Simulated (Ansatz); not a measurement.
**WSi2: geometry relaxation (part 2 of 2)**

Continued. System: WSi2 (I4/mmm, 3 atoms in the cell). Method: DFT PBE, scalar-relativistic, plane waves, PAW, no spin polarisation (Ansatz 0.2.0); cutoff 420 eV, 18×18×18 k-mesh, Gaussian smearing of 0.1 eV. The structure derives from an entry of the Crystallography Open Database.

Geometry of the input (Å; fractional positions):
```
-1.6069  1.6069  3.9150
1.6069  -1.6069  3.9150
1.6069  1.6069  -3.9150
Si 0.3347  0.3347  0.0000
Si 0.6653  0.6653  -0.0000
W  0.0000  0.0000  0.0000
```

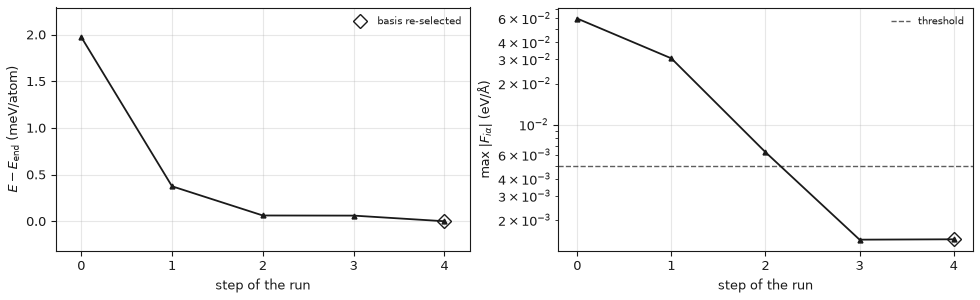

Progress of the relaxation, step by step (the first geometry is step 0 here and step 1 in the log). Over 3 geometry steps the energy falls by 1.9 meV per atom. Largest force component: 0.06 eV/Å at the start, 0.0014 eV/Å at the end. The pressure goes from 3.28 to 0.01 GPa. The atoms keep their places relative to the cell (all moves are under 0.005 Å). The volume changes by +1.4 %, with a = b 3.214 → 3.229 Å (+0.5 %), c 7.830 → 7.867 Å (+0.5 %). Distances before and after: Si1–W3 2.615 → 2.628 Å. The space group stays I4/mmm (No. 139). A last SCF at the same geometry on a re-selected plane-wave basis shifts the energy by −0.1 meV per atom. (Atoms are counted from 1 in the order of the input.)

```
basis re-selected at this cell: Δ(F+E_penalty+E_count) = -1.814e-4 eV, ΔP = +0.004 GPa vs the last step (what re-selecting the basis moved, of the pressure what is left beyond the Pulay correction that the steps carried, after the strain that the cell walked since its last selection, with what the two solves' SCF thresholds leave and, on support functions, any second-order correction that the steps lacked; it is no measure of the basis error at this ecutwfc). This SCF's stress stands 1.60e-2 GPa from its target on what of the cell is left free (relax.cell.stress_tol is 5.00e-2 GPa) and its largest allowed force component is 1.45e-3 eV/Å (relax.f_tol is 5.00e-3 eV/Å): within both
SCF converged after 4 iterations
Free energy (F): -11657.461769 eV
Harris-Foulkes:  -11657.461769 eV  (|F-HF|=7.28e-12)
Internal energy: -11657.460867 eV  (E = F + TS)
E sigma→0 (E₀):  -11657.461318 eV
Entropy (-TS):   -0.000902 eV (-0.301 meV/atom)
Fermi energy:    16.478873 eV
--- Per-component energies (eV) ---
  E_band       = -85.619462
  E_kinetic    = 540.147474
  E_local      = -955.953215  (includes V_loc(G=0)·N_el)
  E_nonlocal   = 50.493229
  E_hartree    = 374.130258
  E_xc         = -381.517684
  E_vxc        = -338.054012  (∫ρ·V_xc dr)
  E_paw        = -9588.250502  (= ΣΔE_a)
  E_vpaw       = -130.513381  (= ΣTr[D̂ρ^β])
  E_aug_tail   = -0.000070  (compensation charges beyond the density's cutoff)
  E_ewald      = -1696.510359
  E_smearing   = -0.000902  (= −TS)
  E_closure    = 0.000000  (closes the sum)
  Σ components = -11657.461769   (vs F -11657.461769, Δ=0.00e0)
--- Forces (eV/Å), atoms counted from 1 ---
  atom   1  Si    -0.00000000     0.00000000     0.00144657
  atom   2  Si     0.00000000     0.00000000    -0.00144657
  atom   3  W     -0.00000000    -0.00000000    -0.00000000
  max |Σ_I F_I| component: 2.78e-17 eV/Å
--- Stress (GPa, compression-positive) ---
        0.004224       0.000000      -0.000000
        0.000000       0.004224      -0.000000
       -0.000000       0.000000       0.015968
  P = ⅓ Tr σ = 0.0081 GPa (0.081 kbar)
--- Band table (eV; the first three rows and the last of 480) ---
  k-point 0: bands = ["-57.3335", "-21.6226", "-21.6041", "-21.6041", "2.5198", "9.7194", "12.7226", "13.2251", "13.6699", "13.6699", "17.0800", "19.1339", "19.4582", "19.5179", "19.5179"]
  k-point 1: bands = ["-57.3330", "-21.6214", "-21.6102", "-21.6095", "2.6188", "9.8097", "12.3831", "13.2454", "13.4138", "14.0267", "16.5748", "18.9845", "19.5919", "19.6110", "19.7542"]
  k-point 2: bands = ["-57.3318", "-21.6274", "-21.6248", "-21.6180", "2.9114", "10.0653", "11.8711", "12.8007", "13.3105", "14.5262", "15.4810", "18.7806", "19.7859", "19.8136", "20.3365"]
  k-point 479: bands = ["-57.3333", "-21.6385", "-21.6053", "-21.6053", "4.7530", "5.5498", "12.7170", "13.9350", "15.6344", "15.6344", "15.9849", "15.9849", "17.2526", "20.9206", "21.2004"]
--- Relaxed structure (4 steps of the walk, 4 accepted, 1 SCFs on fresh bases) ---
  F+E_penalty+E_count = -11657.46176933 eV   max|allowed force component| = 1.447e-3 eV/Å   (the final SCF, on the basis selected at the relaxed cell)
  cell:  # Å, volume = 41.0144 Å³
    - [-1.6145299056656317, 1.6145299056656317, 3.9335489526131173]
    - [1.6145299056656317, -1.6145299056656317, 3.9335489526131173]
    - [1.6145299056656317, 1.6145299056656317, -3.9335489526131173]
  atoms:
    - { symbol: Si, position: [0.3345578116711921, 0.3345578116711921, 9.436875004491244e-35] }
    - { symbol: Si, position: [0.6654421883288077, 0.6654421883288077, 9.056626663146015e-35] }
    - { symbol: W, position: [-1.8462597180645214e-20, -1.8462597180645385e-20, -1.822775814978481e-34] }
```

## Trajectory as extended XYZ (Å, eV, eV/Å), 5 frames, from step=1 to step=5
```
3
Lattice="-1.6069 1.6069 3.9150 1.6069 -1.6069 3.9150 1.6069 1.6069 -3.9150" Properties=species:S:1:pos:R:3:forces:R:3 step=1 energy=-11657.45585 pressure_GPa=3.28
Si    0.0000    0.0000    2.6207    0.0000   0.0000  -0.0598
Si    0.0000    0.0000    5.2092    0.0000   0.0000   0.0598
W     0.0000    0.0000    0.0000    0.0000   0.0000   0.0000
3
Lattice="-1.6182 1.6182 3.9365 1.6182 -1.6182 3.9365 1.6182 1.6182 -3.9365" Properties=species:S:1:pos:R:3:forces:R:3 step=2 energy=-11657.46064 pressure_GPa=-1.15
Si    0.0000    0.0000    2.6331    0.0000   0.0000   0.0306
Si    0.0000    0.0000    5.2398    0.0000   0.0000  -0.0306
W     0.0000    0.0000    0.0000    0.0000   0.0000   0.0000
3
Lattice="-1.6145 1.6145 3.9341 1.6145 -1.6145 3.9341 1.6145 1.6145 -3.9341" Properties=species:S:1:pos:R:3:forces:R:3 step=3 energy=-11657.46158 pressure_GPa=-0.03
Si    0.0000    0.0000    2.6322    0.0000   0.0000   0.0063
Si    0.0000    0.0000    5.2361    0.0000   0.0000  -0.0063
W     0.0000    0.0000    0.0000    0.0000   0.0000   0.0000
3
Lattice="-1.6145 1.6145 3.9335 1.6145 -1.6145 3.9335 1.6145 1.6145 -3.9335" Properties=species:S:1:pos:R:3:forces:R:3 step=4 energy=-11657.46159 pressure_GPa=0.00
Si    0.0000    0.0000    2.6320    0.0000   0.0000   0.0014
Si    0.0000    0.0000    5.2351    0.0000   0.0000  -0.0014
W     0.0000    0.0000    0.0000    0.0000   0.0000   0.0000
3
Lattice="-1.6145 1.6145 3.9335 1.6145 -1.6145 3.9335 1.6145 1.6145 -3.9335" Properties=species:S:1:pos:R:3:forces:R:3 step=5 energy=-11657.46177 pressure_GPa=0.01
Si    0.0000    0.0000    2.6320    0.0000   0.0000   0.0014
Si    0.0000    0.0000    5.2351    0.0000   0.0000  -0.0014
W     0.0000    0.0000    0.0000    0.0000   0.0000   0.0000
```

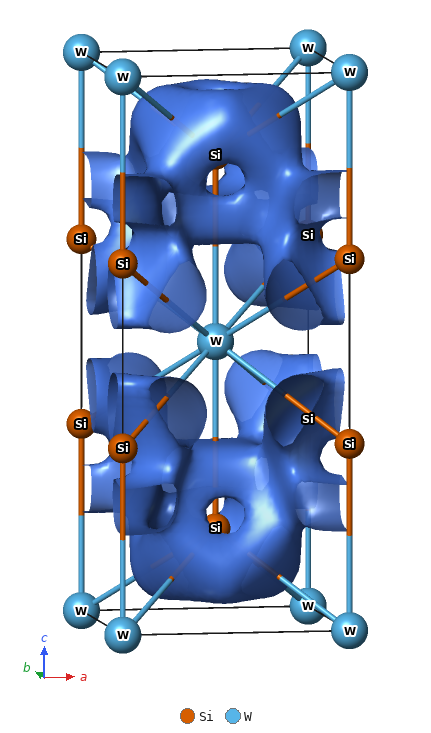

Isosurface of the ELF at 0.55 (blue), seen slightly off an axis. Core shells and regions of very low density are left out. Sticks mark near contacts. The outline is the cell set on symmetry axes. The ELF exceeds this value in sheets that run through the cell in two directions, counted in one cell of 6 atoms. Profiles from the grid: Si–W (2.63 Å): the ELF is about 0.45 at the midpoint. In a PAW calculation such maps are meaningful between the atoms, not at the nuclei.

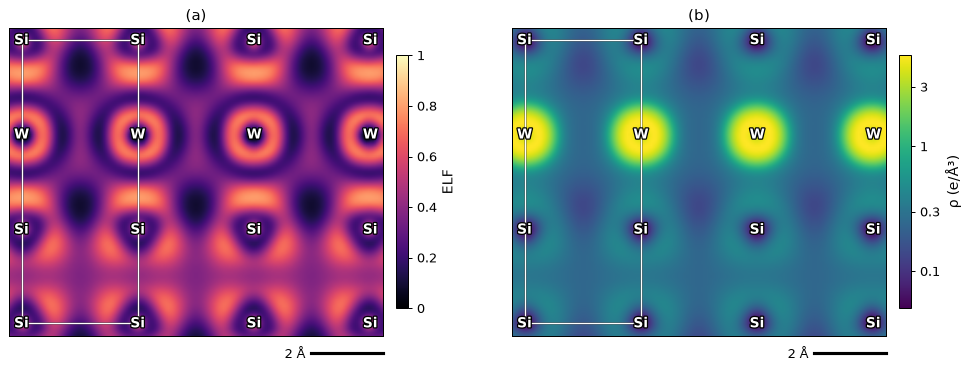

(a) ELF; (b) valence pseudo-density on the (010) plane of the conventional cell. Si–W (2.63 Å): ρ is about 0.41 e/Å³ halfway; the ELF is about 0.45 at the midpoint. Away from the nuclei the density in this plane falls to 0.14 e/Å³ at its lowest. The strong features right at W lie inside the PAW spheres (semicore, d or f shells) and say nothing about bonding.

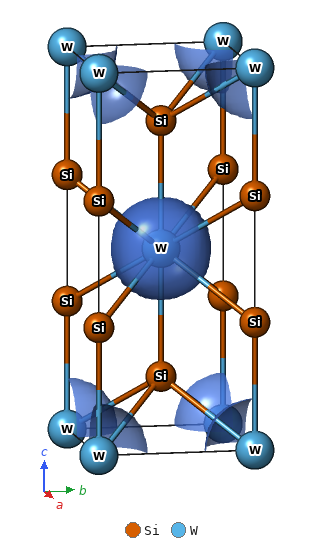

Isosurface of the valence pseudo-density at 0.6 e/Å³ (blue), seen slightly off an axis. Sticks mark near contacts. The outline is the cell set on symmetry axes. At this value the density breaks into separate islands; it holds about 45 % of the electrons treated as valence (semicore included). It is pinched off along the Si–W (2.63 Å) contacts. On the grid the lowest density along these lines, outside the cores, is 0.41 e/Å³ (Si–W, 2.63 Å).
